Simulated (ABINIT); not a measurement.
## Run report: CdTe, geometry relaxation (part 2 of 2)

The same run, continued: CdTe (F-43m, 2 atoms in the cell); Kohn-Sham DFT of a periodic cell, PBEsol, PseudoDojo NC SR PBEsol v0.4.1 standard, no spin polarisation (ABINIT 10.8.3); cutoff 1387.78 eV, 5×5×5 k-mesh, fermi-dirac of 0.05 eV. The structure derives from an entry of the Crystallography Open Database.

Geometry of the input (Å; fractional positions):
```
0.0000  3.2050  3.2050
3.2050  0.0000  3.2050
3.2050  3.2050  0.0000
Te 0.7500  0.7500  0.7500
Cd 0.0000  0.0000  0.0000
```

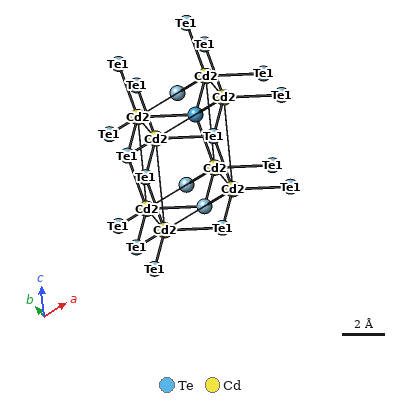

The geometry at step 2 of the log (ball-and-stick view of the cell of the calculation, seen slightly off an axis; neighbours outside the cell are drawn fainter; atoms are numbered from 1 in the order of the input).

Log, continued
```
--- !ResultsGS
iteration_state: {dtset: 1, itime: 2, icycle: 1, }
comment   : Summary of ground state results
lattice_vectors:
- [  0.0000000,   6.0679002,   6.0679002, ]
- [  6.0679002,   0.0000000,   6.0679002, ]
- [  6.0679002,   6.0679002,   0.0000000, ]
lattice_lengths: [   8.58131,    8.58131,    8.58131, ]
lattice_angles: [ 60.000,  60.000,  60.000, ] # degrees, (23, 13, 12)
lattice_volume:   4.4683304E+02
convergence: {deltae: -4.377E-12, res2:  1.622E-13, residm:  3.761E-08, diffor: null, }
etotal    :  -2.79914245E+02
entropy   :   0.00000000E+00
fermie    :   1.70799626E-01
cartesian_stress_tensor: # hartree/bohr^3
- [ -5.30147822E-05,   0.00000000E+00,   0.00000000E+00, ]
- [  0.00000000E+00,  -5.30147822E-05,   0.00000000E+00, ]
- [  0.00000000E+00,   0.00000000E+00,  -5.30147822E-05, ]
pressure_GPa:   1.5597E+00
xred      :
- [  7.5000E-01,   7.5000E-01,   7.5000E-01, Te]
- [  0.0000E+00,   0.0000E+00,   0.0000E+00, Cd]
cartesian_forces: # hartree/bohr
- [  8.39619397E-32,   8.39619397E-32,   8.39619397E-32, ]
- [ -8.39619397E-32,  -8.39619397E-32,  -8.39619397E-32, ]
force_length_stats: {min:   1.45426345E-31, max:   1.45426345E-31, mean:   1.45426345E-31, }
...

 Integrated electronic density in atomic spheres:
 ------------------------------------------------
 Atom  Sphere_radius  Integrated_density
    1        2.00000         11.96446973
    2        2.00000         17.15947972

---OUTPUT-----------------------------------------------------------------------

 Cartesian coordinates (xcart) [bohr]
  9.10185024895076E+00  9.10185024895077E+00  9.10185024895076E+00
  0.00000000000000E+00  0.00000000000000E+00  0.00000000000000E+00
 Reduced coordinates (xred)
  7.50000000000000E-01  7.50000000000000E-01  7.50000000000000E-01
  0.00000000000000E+00  0.00000000000000E+00  0.00000000000000E+00
 Cartesian forces (fcart) [Ha/bohr]; max,rms= 8.39619E-32 8.39619E-32 (free atoms)
  8.39619397188996E-32  8.39619397188995E-32  8.39619397188996E-32
 -8.39619397188996E-32 -8.39619397188995E-32 -8.39619397188996E-32
 Gradient of E wrt nuclear positions in reduced coordinates (gred)
 -1.01894533591047E-30 -1.01894533591047E-30 -1.01894533591047E-30
  1.01894533591047E-30  1.01894533591047E-30  1.01894533591047E-30
 Scale of Primitive Cell (acell) [bohr]
  8.58130670983674E+00  8.58130670983674E+00  8.58130670983674E+00
 Real space primitive translations (rprimd) [bohr]
  0.00000000000000E+00  6.06790016596718E+00  6.06790016596718E+00
  6.06790016596718E+00  0.00000000000000E+00  6.06790016596718E+00
  6.06790016596718E+00  6.06790016596718E+00  0.00000000000000E+00
 Unitary Cell Volume (ucvol) [Bohr^3]=  4.46833037518561E+02
 Angles (23,13,12)= [degrees]
  6.00000000000000E+01  6.00000000000000E+01  6.00000000000000E+01
 Lengths [Bohr]
  8.58130670983674E+00  8.58130670983673E+00  8.58130670983674E+00
 Stress tensor in cartesian coordinates (strten) [Ha/bohr^3]
 -5.30147821576083E-05  0.00000000000000E+00  0.00000000000000E+00
  0.00000000000000E+00 -5.30147821576100E-05  0.00000000000000E+00
  0.00000000000000E+00  0.00000000000000E+00 -5.30147821576066E-05
 Total energy (etotal) [Ha]= -2.79914244518473E+02

 Difference of energy with previous step (new-old):
           Absolute (Ha)=-1.44022E-04
           Relative     =-5.14522E-07

--- Iteration: ( 3/50) Internal Cycle: (1/1)
--------------------------------------------------------------------------------

---SELF-CONSISTENT-FIELD CONVERGENCE--------------------------------------------

--- !BeginCycle
iteration_state: {dtset: 1, itime: 3, icycle: 1, }
solver: {iscf: 7, nstep: 80, nline: 4, wfoptalg: 0, }
tolerances: {tolvrs: 1.00E-12, }
...

     iter   Etot(hartree)      deltaE(h)  residm     vres2
 ETOT  1  -279.76119846224    -2.798E+02 3.910E-04 2.369E+03
 ETOT  2  -279.84410146673    -8.290E-02 2.660E-04 5.392E+02
 ETOT  3  -279.91095890402    -6.686E-02 2.919E-03 5.754E+01
 ETOT  4  -279.91456836537    -3.609E-03 3.041E-04 3.611E+00
 ETOT  5  -279.91464653976    -7.817E-05 1.729E-04 8.472E-02
 ETOT  6  -279.91464818039    -1.641E-06 3.413E-05 2.407E-03
 ETOT  7  -279.91464829080    -1.104E-07 1.845E-05 1.057E-04
 ETOT  8  -279.91464829261    -1.805E-09 2.873E-06 1.350E-05
 ETOT  9  -279.91464829277    -1.654E-10 3.194E-06 8.817E-07
 ETOT 10  -279.91464829279    -1.398E-11 4.000E-07 1.934E-08
 ETOT 11  -279.91464829279    -7.049E-12 6.120E-07 8.833E-10
 ETOT 12  -279.91464829281    -1.234E-11 9.540E-08 1.599E-11
 ETOT 13  -279.91464829280     4.093E-12 1.281E-07 3.390E-14

 At SCF step   13       vres2   =  3.39E-14 < tolvrs=  1.00E-12 =>converged.

 Cartesian components of stress tensor (hartree/bohr^3)
  sigma(1 1)= -2.58835192E-06  sigma(3 2)=  0.00000000E+00
  sigma(2 2)= -2.58835192E-06  sigma(3 1)=  0.00000000E+00
  sigma(3 3)= -2.58835192E-06  sigma(2 1)=  0.00000000E+00

--- !ResultsGS
iteration_state: {dtset: 1, itime: 3, icycle: 1, }
comment   : Summary of ground state results
lattice_vectors:
- [  0.0000000,   6.1347627,   6.1347627, ]
- [  6.1347627,   0.0000000,   6.1347627, ]
- [  6.1347627,   6.1347627,   0.0000000, ]
lattice_lengths: [   8.67586,    8.67586,    8.67586, ]
lattice_angles: [ 60.000,  60.000,  60.000, ] # degrees, (23, 13, 12)
lattice_volume:   4.6176744E+02
convergence: {deltae:  4.093E-12, res2:  3.390E-14, residm:  1.281E-07, diffor: null, }
etotal    :  -2.79914648E+02
entropy   :   0.00000000E+00
fermie    :   1.55830609E-01
cartesian_stress_tensor: # hartree/bohr^3
- [ -2.58835192E-06,   0.00000000E+00,   0.00000000E+00, ]
- [  0.00000000E+00,  -2.58835192E-06,   0.00000000E+00, ]
- [  0.00000000E+00,   0.00000000E+00,  -2.58835192E-06, ]
pressure_GPa:   7.6152E-02
xred      :
- [  7.5000E-01,   7.5000E-01,   7.5000E-01, Te]
- [ -4.7934E-32,  -4.7934E-32,  -4.7934E-32, Cd]
cartesian_forces: # hartree/bohr
- [  3.42903087E-31,   6.85806173E-31,  -1.02870926E-30, ]
- [ -3.42903087E-31,  -6.85806173E-31,   1.02870926E-30, ]
force_length_stats: {min:   1.28302587E-30, max:   1.28302587E-30, mean:   1.28302587E-30, }
...

 Integrated electronic density in atomic spheres:
 ------------------------------------------------
 Atom  Sphere_radius  Integrated_density
    1        2.00000         11.95982496
    2        2.00000         17.15652120

---OUTPUT-----------------------------------------------------------------------

 Cartesian coordinates (xcart) [bohr]
  9.20214411313406E+00  9.20214411313406E+00  9.20214411313406E+00
 -5.88123117156023E-31 -5.88123117156023E-31 -5.88123117156023E-31
 Reduced coordinates (xred)
  7.50000000000000E-01  7.50000000000000E-01  7.50000000000000E-01
 -4.79336481198392E-32 -4.79336481198392E-32 -4.79336481198392E-32
 Cartesian forces (fcart) [Ha/bohr]; max,rms= 1.02871E-30 7.40755E-31 (free atoms)
  3.42903086725227E-31  6.85806173450454E-31 -1.02870926017568E-30
 -3.42903086725227E-31 -6.85806173450454E-31  1.02870926017568E-30
 Gradient of E wrt nuclear positions in reduced coordinates (gred)
  2.10362908058937E-30  4.20725816117873E-30 -6.31088724176809E-30
 -2.10362908058937E-30 -4.20725816117873E-30  6.31088724176809E-30
 Scale of Primitive Cell (acell) [bohr]
  8.67586467180395E+00  8.67586467180395E+00  8.67586467180395E+00
 Real space primitive translations (rprimd) [bohr]
  0.00000000000000E+00  6.13476274208937E+00  6.13476274208937E+00
  6.13476274208937E+00  0.00000000000000E+00  6.13476274208937E+00
  6.13476274208937E+00  6.13476274208937E+00  0.00000000000000E+00
 Unitary Cell Volume (ucvol) [Bohr^3]=  4.61767443022317E+02
 Angles (23,13,12)= [degrees]
  6.00000000000000E+01  6.00000000000000E+01  6.00000000000000E+01
 Lengths [Bohr]
  8.67586467180395E+00  8.67586467180395E+00  8.67586467180395E+00
 Stress tensor in cartesian coordinates (strten) [Ha/bohr^3]
 -2.58835192309959E-06  0.00000000000000E+00  0.00000000000000E+00
  0.00000000000000E+00 -2.58835192309612E-06  0.00000000000000E+00
  0.00000000000000E+00  0.00000000000000E+00 -2.58835192309959E-06
 Total energy (etotal) [Ha]= -2.79914648292801E+02

 Difference of energy with previous step (new-old):
           Absolute (Ha)=-4.03774E-04
           Relative     =-1.44249E-06

--- Iteration: ( 4/50) Internal Cycle: (1/1)
--------------------------------------------------------------------------------

---SELF-CONSISTENT-FIELD CONVERGENCE--------------------------------------------

--- !BeginCycle
iteration_state: {dtset: 1, itime: 4, icycle: 1, }
solver: {iscf: 7, nstep: 80, nline: 4, wfoptalg: 0, }
tolerances: {tolvrs: 1.00E-12, }
...

     iter   Etot(hartree)      deltaE(h)  residm     vres2
 ETOT  1  -279.91433359705    -2.799E+02 3.382E-06 5.341E+00
 ETOT  2  -279.91451691670    -1.833E-04 7.428E-06 9.559E-01
 ETOT  3  -279.91463431915    -1.174E-04 3.047E-06 2.362E-01
 ETOT  4  -279.91464917329    -1.485E-05 1.544E-06 1.070E-02
 ETOT  5  -279.91464938435    -2.111E-07 4.867E-07 3.986E-04
 ETOT  6  -279.91464940612    -2.177E-08 2.050E-07 4.981E-06
 ETOT  7  -279.91464940630    -1.819E-10 5.554E-08 6.716E-07
 ETOT  8  -279.91464940635    -5.087E-11 2.323E-08 4.878E-08
 ETOT  9  -279.91464940634     1.302E-11 9.498E-09 2.570E-09
 ETOT 10  -279.91464940634    -3.013E-12 3.771E-09 8.564E-11
 ETOT 11  -279.91464940637    -2.382E-11 1.447E-09 2.402E-12
 ETOT 12  -279.91464940634     2.666E-11 6.584E-10 3.050E-14

 At SCF step   12       vres2   =  3.05E-14 < tolvrs=  1.00E-12 =>converged.

 Cartesian components of stress tensor (hartree/bohr^3)
  sigma(1 1)= -1.39714605E-07  sigma(3 2)=  0.00000000E+00
  sigma(2 2)= -1.39714605E-07  sigma(3 1)=  0.00000000E+00
  sigma(3 3)= -1.39714605E-07  sigma(2 1)=  0.00000000E+00

--- !ResultsGS
iteration_state: {dtset: 1, itime: 4, icycle: 1, }
comment   : Summary of ground state results
lattice_vectors:
- [  0.0000000,   6.1383156,   6.1383156, ]
- [  6.1383156,   0.0000000,   6.1383156, ]
- [  6.1383156,   6.1383156,   0.0000000, ]
lattice_lengths: [   8.68089,    8.68089,    8.68089, ]
lattice_angles: [ 60.000,  60.000,  60.000, ] # degrees, (23, 13, 12)
lattice_volume:   4.6257017E+02
convergence: {deltae:  2.666E-11, res2:  3.050E-14, residm:  6.584E-10, diffor: null, }
etotal    :  -2.79914649E+02
entropy   :   0.00000000E+00
fermie    :   1.55055720E-01
cartesian_stress_tensor: # hartree/bohr^3
- [ -1.39714605E-07,   0.00000000E+00,   0.00000000E+00, ]
- [  0.00000000E+00,  -1.39714605E-07,   0.00000000E+00, ]
- [  0.00000000E+00,   0.00000000E+00,  -1.39714605E-07, ]
pressure_GPa:   4.1105E-03
xred      :
- [  7.5000E-01,   7.5000E-01,   7.5000E-01, Te]
- [  1.0283E-32,   7.0678E-32,  -2.3130E-31, Cd]
cartesian_forces: # hartree/bohr
- [ -6.85409234E-31,  -3.42704617E-31,   1.37081847E-30, ]
- [  6.85409234E-31,   3.42704617E-31,  -1.37081847E-30, ]
force_length_stats: {min:   1.57046985E-30, max:   1.57046985E-30, mean:   1.57046985E-30, }
...

 Integrated electronic density in atomic spheres:
 ------------------------------------------------
 Atom  Sphere_radius  Integrated_density
    1        2.00000         11.96394020
    2        2.00000         17.15995569

---OUTPUT-----------------------------------------------------------------------

 Cartesian coordinates (xcart) [bohr]
  9.20747332760938E+00  9.20747332760938E+00  9.20747332760938E+00
 -9.85924823057114E-31 -1.35664739672455E-30  4.96965471612642E-31
 Reduced coordinates (xred)
  7.50000000000000E-01  7.50000000000000E-01  7.50000000000000E-01
  1.02831873729126E-32  7.06780254262246E-32 -2.31296164840335E-31
 Cartesian forces (fcart) [Ha/bohr]; max,rms= 1.37082E-30 9.06711E-31 (free atoms)
 -6.85409234132058E-31 -3.42704617066029E-31  1.37081846826412E-30
  6.85409234132058E-31  3.42704617066029E-31 -1.37081846826412E-30
 Gradient of E wrt nuclear positions in reduced coordinates (gred)
 -6.31088724176809E-30 -4.20725816117873E-30  6.31088724176809E-30
  6.31088724176809E-30  4.20725816117873E-30 -6.31088724176809E-30
 Scale of Primitive Cell (acell) [bohr]
  8.68088910339581E+00  8.68088910339581E+00  8.68088910339581E+00
 Real space primitive translations (rprimd) [bohr]
  0.00000000000000E+00  6.13831555173959E+00  6.13831555173959E+00
  6.13831555173959E+00  0.00000000000000E+00  6.13831555173959E+00
  6.13831555173959E+00  6.13831555173959E+00  0.00000000000000E+00
 Unitary Cell Volume (ucvol) [Bohr^3]=  4.62570174365173E+02
 Angles (23,13,12)= [degrees]
  6.00000000000000E+01  6.00000000000000E+01  6.00000000000000E+01
 Lengths [Bohr]
  8.68088910339581E+00  8.68088910339581E+00  8.68088910339581E+00
 Stress tensor in cartesian coordinates (strten) [Ha/bohr^3]
 -1.39714604691088E-07  0.00000000000000E+00  0.00000000000000E+00
  0.00000000000000E+00 -1.39714604692823E-07  0.00000000000000E+00
  0.00000000000000E+00  0.00000000000000E+00 -1.39714604691088E-07
 Total energy (etotal) [Ha]= -2.79914649406340E+02

 Difference of energy with previous step (new-old):
           Absolute (Ha)=-1.11354E-06
           Relative     =-3.97814E-09

 At Broyd/MD step   4, gradients are converged :
  max grad (force/stress) = 1.3971E-05 < tolmxf= 2.0000E-05 ha/bohr (free atoms)

================================================================================

 ----iterations are completed or convergence reached----

 Mean square residual over all n,k,spin=   50.109E-13; max=  65.836E-11
 reduced coordinates (array xred) for    2 atoms
       0.750000000000      0.750000000000      0.750000000000
       0.000000000000      0.000000000000     -0.000000000000
 rms dE/dt=  8.0563E-30; max dE/dt=  1.2622E-29; dE/dt below (all hartree)
    1      -0.000000000000     -0.000000000000      0.000000000000
    2       0.000000000000      0.000000000000      0.000000000000

 cartesian coordinates (angstrom) at end:
    1      4.87238505166261     4.87238505166261     4.87238505166261
    2     -0.00000000000000    -0.00000000000000     0.00000000000000

 cartesian forces (hartree/bohr) at end:
    1     -0.00000000000000    -0.00000000000000     0.00000000000000
    2      0.00000000000000     0.00000000000000    -0.00000000000000
 frms,max,avg= 9.0671119E-31 1.3708185E-30   0.000E+00  0.000E+00  0.000E+00 h/b

 cartesian forces (eV/Angstrom) at end:
    1     -0.00000000000000    -0.00000000000000     0.00000000000000
    2      0.00000000000000     0.00000000000000    -0.00000000000000
 frms,max,avg= 4.6624964E-29 7.0490320E-29   0.000E+00  0.000E+00  0.000E+00 e/A
 length scales=  8.680889103396  8.680889103396  8.680889103396 bohr
              =  4.593728680777  4.593728680777  4.593728680777 angstroms
 Fermi (or HOMO) energy (hartree) =   0.15506   Average Vxc (hartree)=  -0.33743
 Eigenvalues (hartree) for nkpt=  10  k points:
 kpt#   1, nband= 22, wtk=  0.00800, kpt=  0.0000  0.0000  0.0000 (reduced coord)
  -3.60680   -2.17684   -2.17684   -2.17684   -1.18057   -1.18057   -1.18057   -1.18029
  -1.18029   -0.26826   -0.16001   -0.16001   -0.16001   -0.15050   -0.15050    0.14240
   0.14240    0.14240    0.16567    0.31040    0.31040    0.31040
      occupation numbers for kpt#   1
   2.00000    2.00000    2.00000    2.00000    2.00000    2.00000    2.00000    2.00000
   2.00000    2.00000    2.00000    2.00000    2.00000    2.00000    2.00000    1.99796
   1.99796    1.99796    0.00619    0.00000    0.00000    0.00000
 prteigrs : prtvol=0 or 1, do not print more k-points.

--- !EnergyTerms
iteration_state     : {dtset: 1, itime: 4, icycle: 1, }
comment             : Components of total free energy in Hartree
kinetic             :  1.18233385936133E+02
hartree             :  9.50601909100296E+01
xc                  : -4.84333731525632E+01
Ewald energy        : -1.43398808344041E+02
psp_core            :  4.67688403000745E+00
local_psp           : -2.80510802201093E+02
non_local_psp       : -2.55421252442228E+01
internal            : -2.79914648065750E+02
'-kT*entropy'       : -1.34059045530984E-06
total_energy        : -2.79914649406340E+02
total_energy_eV     : -7.61686564090428E+03
band_energy         : -3.37256540633335E+01
...

 Cartesian components of stress tensor (hartree/bohr^3)
  sigma(1 1)= -1.39714605E-07  sigma(3 2)=  0.00000000E+00
  sigma(2 2)= -1.39714605E-07  sigma(3 1)=  0.00000000E+00
  sigma(3 3)= -1.39714605E-07  sigma(2 1)=  0.00000000E+00

-Cartesian components of stress tensor (GPa)         [Pressure=  4.1105E-03 GPa]
- sigma(1 1)= -4.11054559E-03  sigma(3 2)=  0.00000000E+00
- sigma(2 2)= -4.11054559E-03  sigma(3 1)=  0.00000000E+00
- sigma(3 3)= -4.11054559E-03  sigma(2 1)=  0.00000000E+00

== END DATASET(S) ==============================================================
================================================================================

 -outvars: echo values of variables after computation  --------
            acell      8.6808891034E+00  8.6808891034E+00  8.6808891034E+00 Bohr
           etotal     -2.7991464941E+02
            fcart     -6.8540923413E-31 -3.4270461707E-31  1.3708184683E-30
                       6.8540923413E-31  3.4270461707E-31 -1.3708184683E-30
            rprim      0.0000000000E+00  7.0710678119E-01  7.0710678119E-01
                       7.0710678119E-01  0.0000000000E+00  7.0710678119E-01
                       7.0710678119E-01  7.0710678119E-01  0.0000000000E+00
           strten     -1.3971460469E-07 -1.3971460469E-07 -1.3971460469E-07
                       0.0000000000E+00  0.0000000000E+00  0.0000000000E+00
           xangst      4.8723850517E+00  4.8723850517E+00  4.8723850517E+00
                      -5.2172894767E-31 -7.1790688509E-31  2.6298280200E-31
             xred      7.5000000000E-01  7.5000000000E-01  7.5000000000E-01
                       1.0283187373E-32  7.0678025426E-32 -2.3129616484E-31
 Calculation completed.
```

Trajectory as extended XYZ (Å, eV, eV/Å), 4 frames, from step=0 to step=3
```
2
Lattice="0.0000 3.2050 3.2050 3.2050 0.0000 3.2050 3.2050 3.2050 0.0000" Properties=species:S:1:pos:R:3:forces:R:3 step=0 energy=-7616.85070
Te    4.8075    4.8075    4.8075    0.0000   0.0000   0.0000
Cd    0.0000    0.0000    0.0000    0.0000   0.0000   0.0000
2
Lattice="0.0000 3.2110 3.2110 3.2110 0.0000 3.2110 3.2110 3.2110 0.0000" Properties=species:S:1:pos:R:3:forces:R:3 step=1 energy=-7616.85462
Te    4.8165    4.8165    4.8165    0.0000   0.0000   0.0000
Cd    0.0000    0.0000    0.0000    0.0000   0.0000   0.0000
2
Lattice="0.0000 3.2464 3.2464 3.2464 0.0000 3.2464 3.2464 3.2464 0.0000" Properties=species:S:1:pos:R:3:forces:R:3 step=2 energy=-7616.86561
Te    4.8696    4.8696    4.8696    0.0000   0.0000   0.0000
Cd    0.0000    0.0000    0.0000    0.0000   0.0000   0.0000
2
Lattice="0.0000 3.2483 3.2483 3.2483 0.0000 3.2483 3.2483 3.2483 0.0000" Properties=species:S:1:pos:R:3:forces:R:3 step=3 energy=-7616.86564
Te    4.8724    4.8724    4.8724    0.0000   0.0000   0.0000
Cd    0.0000    0.0000    0.0000    0.0000   0.0000   0.0000
```

Key numbers

| quantity | value |
| --- | --- |
| outcome | converged |
| space group (tolerance 0.01 Å) | F-43m (216) |
| electrons treated | 36 |
| free energy | −7616.8656 eV |
| Fermi energy | 4.219 eV |
| gap on the k-point mesh | 0.63 eV |
| pressure | 0.00 GPa |
| final volume | 68.55 Å³ |
| largest force (length of the vector) at the end | under 0.001 eV/Å |
| final cell | a = 4.594 Å, b = 4.594 Å, c = 4.594 Å, α = 60.00°, β = 60.00°, γ = 60.00° |
| hardware | 1 thread of AMD EPYC (Zen 5), 16 GiB of memory available, shared host |
| wall time | 3.1 min |
| peak memory | 0.16 GiB |
